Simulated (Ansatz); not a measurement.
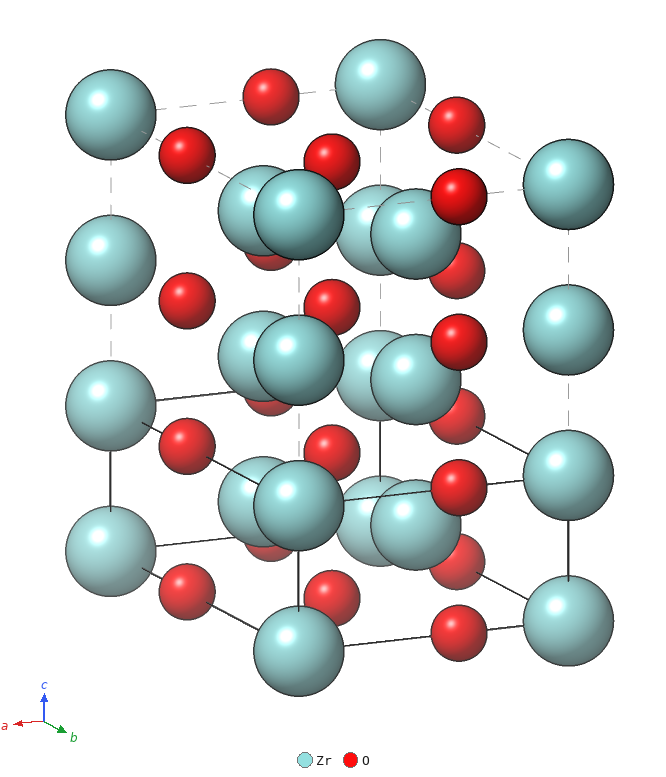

View from a general direction, drawn as a spheres-only model. Shown are 1×1×3 repeats of the conventional unit cell, one of them outlined in solid lines.

Describe the arrangement of the atoms.

The stoichiometry is ZrO. Space group: P-62m (No. 189). Lattice: primitive hexagonal. One cell contains 3 Zr, 3 O, 6 atoms in all.

Provenance: a structure listed in the Materials Project, with elements exchanged, so it need not be a known form of the compound. It is drawn as it came out of a relaxation with Ansatz, DFT r2SCAN, scalar-relativistic, plane waves, PAW.
